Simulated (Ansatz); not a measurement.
AlN

Input file:

```
crystal:
  lattice:
    - [3.1066945332, 0.0, 0.0]
    - [-1.5533472666, 2.6904763876, 0.0]
    - [0.0, 0.0, 4.9785887007]
  atoms:
    - { symbol: Al, position: [0.3333333333, 0.6666666667, -0.0007956004] }
    - { symbol: Al, position: [0.6666666667, 0.3333333333, 0.4992043996] }
    - { symbol: "N", position: [0.3333333333, 0.6666666667, 0.3807956004] }
    - { symbol: "N", position: [0.6666666667, 0.3333333333, 0.8807956004] }
kpoints:
  mp_grid: { grid: [6, 6, 4] }
  band_path:
    path:
      - [0.0, 0.0, 0.0]
      - [0.5, 0.0, 0.0]
      - [0.3333333333, 0.3333333333, 0.0]
      - [0.0, 0.0, 0.5]
      - [0.5, 0.0, 0.5]
      - [0.3333333333, 0.3333333333, 0.5]
    npoints: 1
hamiltonian:
  xc: r2scan0
scf:
  occupations: { method: fixed }
  n_extra_bands: 5
output:
  forces: true
  stress: true
  eigenvalues: true
  write_density: true
  write_potential: true
  elf: true
  volumetric_format: npy
```

Launched as:

```sh
ansatz run input.yaml --threads 2 --pin off --max-ram 4608MiB --backend cpu --events-out ev --progress --plain --runs-dir out
```

Below, planes, directions and counts refer to the conventional cell (a = 3.11 Å, b = 3.11 Å, c = 4.98 Å, α = 90.00°, β = 90.00°, γ = 120.00°).

Space group P6₃mc; started from the measured structure prototype, which need not be the ambient phase; computed pressure about −3 GPa in this cell.

These are results of DFT, r2SCAN0, plane waves, PAW in Ansatz 0.2.0, not measurements.

### What can the converged valence pseudo-density and electron localisation function tell about the bonding?

Al–N (1.89 Å): ρ at the midpoint is about 0.7 e/Å³; the ELF peaks at about 0.90 between the atoms (a shared but strongly polarised pair).

### Does the calculation make it a metal, or give it a gap?

It is gapped, with a Kohn–Sham gap of 6.7 eV on the k-point mesh (the band edges may lie off the mesh, which would make the gap smaller).

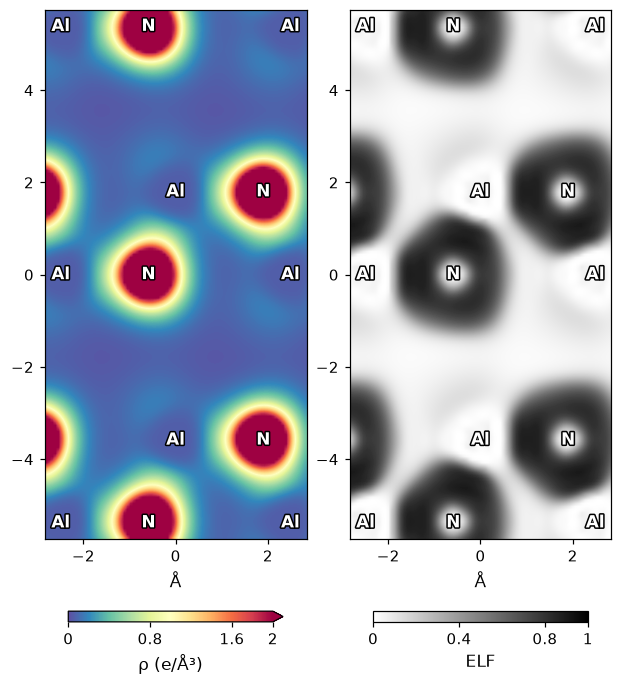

Computed valence pseudo-density and electron localisation function on the (110) plane of the conventional cell, in this order. 

The density is the valence pseudo-density of a PAW calculation; it isn't the true density close to the nuclei.
